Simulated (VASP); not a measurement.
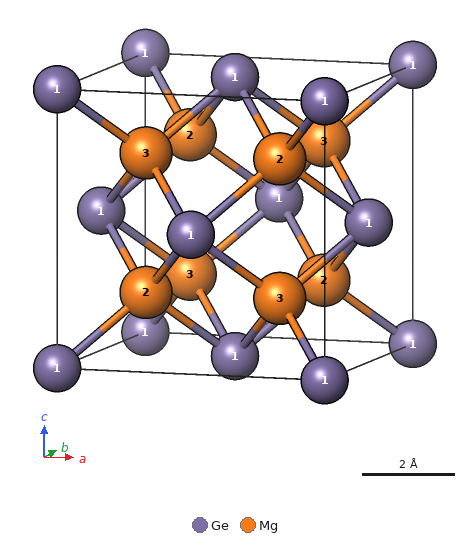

Fig. 1: The structure (ball-and-stick view of the cell 4 times as large as that of the calculation, set on its symmetry axes, seen slightly off an axis; atoms are numbered from 1 in the order of the input). An atom can appear more than once, as a periodic image. Near neighbours in the periodic cell (some may lie outside the picture): Ge has 8 Mg at 2.67 Å; Mg has 4 Ge at 2.67 Å.

Run report: Mg2Ge, single-point calculation

Mg2Ge (Fm-3m, 3 atoms in the cell), computed with DFT, plane waves, PAW, settings varied from a PBE run (VASP 6.6.1).

The structure was built on a prototype by a generator. Some settings of this run were made unusual or wrong on purpose. The geometry comes from this level: r2SCAN (a point of a series of strains).

**INCAR**
```
ENCUT = 520.000000
SIGMA = 0.020000
EDIFF = 1.00e-07
GGA = PE
PREC = Accurate
IBRION = -1
ISIF = 2
ISMEAR = -1
NBANDS = 16
NSW = 0
LASPH = .TRUE.
LCHARG = .FALSE.
LWAVE = .FALSE.
LREAL = .FALSE.
NELM = 69
```

**KPOINTS**
```
KPOINTS created by Atomic Simulation Environment
0
Gamma
1 1 1
0 0 0
```

**POSCAR**
```
Ge Mg
 1.0000000000000000
     0.0000000000000000    3.0876082004000001    3.0876082004000001
     3.0876082004000001    0.0000000000000000    3.0876082004000001
     3.0876082004000001    3.0876082004000001    0.0000000000000000
 Ge  Mg
   1   2
Cartesian
  0.0000000000000000  0.0000000000000000  0.0000000000000000
  1.5438041002000000  1.5438041002000000  1.5438041002000000
  4.6314123006000001  4.6314123006000001  4.6314123006000001
```

Launched with:
```bash
mpirun -np 1 vasp_std
```

**OSZICAR**
```
N       E                     dE             d eps       ncg     rms          rms(c)
DAV:   1     0.885980326287E+02    0.88598E+02   -0.96027E+03    40   0.187E+03
DAV:   2     0.123789250826E+02   -0.76219E+02   -0.71198E+02    32   0.326E+02
DAV:   3     0.304968683232E+01   -0.93292E+01   -0.92750E+01    48   0.793E+01
DAV:   4     0.285741721161E+01   -0.19227E+00   -0.19226E+00    32   0.113E+01
DAV:   5     0.285254569290E+01   -0.48715E-02   -0.48713E-02    48   0.201E+00    0.687E+00
DAV:   6     0.505508156732E+01    0.22025E+01   -0.28196E+00    32   0.106E+01    0.393E+00
DAV:   7     0.540720486267E+01    0.35212E+00   -0.16707E+00    32   0.746E+00    0.130E+00
DAV:   8     0.534171473063E+01   -0.65490E-01   -0.16306E-01    40   0.457E+00    0.462E-01
DAV:   9     0.533155191498E+01   -0.10163E-01   -0.13334E-02    32   0.102E+00    0.103E-01
DAV:  10     0.533139101098E+01   -0.16090E-03   -0.59120E-04    32   0.342E-01    0.310E-02
DAV:  11     0.533128467327E+01   -0.10634E-03   -0.11412E-04    32   0.885E-02    0.643E-03
DAV:  12     0.533128344397E+01   -0.12293E-05   -0.64463E-06    48   0.166E-02    0.528E-03
DAV:  13     0.533128367431E+01    0.23034E-06   -0.88307E-07    32   0.776E-03    0.984E-04
DAV:  14     0.533128377690E+01    0.10258E-06   -0.91984E-08    24   0.283E-03    0.255E-04
DAV:  15     0.533128379529E+01    0.18395E-07   -0.16725E-08    16   0.786E-04
   1 F= 0.53312838E+01 E0= 0.53312838E+01  d E =-.396123E-11
```

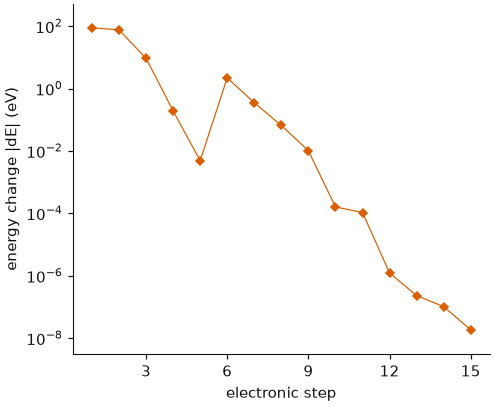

Fig. 2: Convergence of the self-consistent field: energy change |dE| against the electronic step. It takes 15 electronic steps. The density is held fixed in the first few steps, and dE rises again when its update begins.

**Parts of OUTCAR**
```
k-points           NKPTS =      1   k-points in BZ     NKDIM =      1   number of bands    NBANDS=     16

   NELECT =      18.0000    total number of electrons

   dimension x,y,z NGX =    32 NGY =   32 NGZ =   32
   dimension x,y,z NGXF=    64 NGYF=   64 NGZF=   64

  energy-cutoff  :      520.00
  volume of cell :       58.87
      direct lattice vectors                 reciprocal lattice vectors
     0.000000000  3.087608200  3.087608200    -0.161937645  0.161937645  0.161937645
     3.087608200  0.000000000  3.087608200     0.161937645 -0.161937645  0.161937645
     3.087608200  3.087608200  0.000000000     0.161937645  0.161937645 -0.161937645

 k-points in reciprocal lattice and weights: KPOINTS created by Atomic Simulation Env
   0.00000000  0.00000000  0.00000000       1.000

 E-fermi :   5.6445

 k-point     1 :       0.0000    0.0000    0.0000
  band No.  band energies     occupation
      1     -16.9787      2.00000
      2     -16.9787      2.00000
      3     -16.9787      2.00000
      4     -16.9474      2.00000
      5     -16.9474      2.00000
      6      -5.1110      2.00000
      7       5.0948      2.00000
      8       5.0948      2.00000
      9       5.0948      2.00000
     10       6.8102      0.00000
     11       7.5820      0.00000
     12       7.5820      0.00000
     13       7.5820      0.00000
     14      10.9801      0.00000
     15      10.9801      0.00000
     16      11.0183      0.00000

  Total        6.5714226      6.5714226      6.5714226     -0.0000000     -0.0000000      0.0000000
  in kB      178.8436082    178.8436082    178.8436082     -0.0000000     -0.0000000      0.0000000
  external PRESSURE =     178.8436082 kB  Pullay stress =       0.0000000 kB

 POSITION                                       TOTAL-FORCE (eV/Angst)
 -----------------------------------------------------------------------------------
      0.00000      0.00000      0.00000         0.000000     -0.000000      0.000000
      1.54380      1.54380      1.54380         0.000000     -0.000000     -0.000000
      4.63141      4.63141      4.63141        -0.000000      0.000000      0.000000
 -----------------------------------------------------------------------------------
    total drift:                                0.000000     -0.000000      0.000000

  FREE ENERGIE OF THE ION-ELECTRON SYSTEM (eV)
  ---------------------------------------------------
  free  energy   TOTEN  =         5.3312837953 eV

  energy  without entropy=        5.3312837953  energy(sigma->0) =        5.33128380
```

**Outcome**

```csv
quantity,value
outcome,converged
space group (tolerance 0.01 Å),Fm-3m (225)
electrons treated,18
free energy,5.3313 eV
Fermi energy,5.644 eV
band gap,1.72 eV
pressure,17.88 GPa
largest force (length of the vector),under 0.001 eV/Å
hardware,"1 CPU thread, shared host"
wall time,5.2 s
peak memory,0.17 GiB
```

**What went wrong**

Some settings of this run were drawn to be unusual or wrong (NELM = 69). It converged; results that depend on the unusual settings are not reference values.
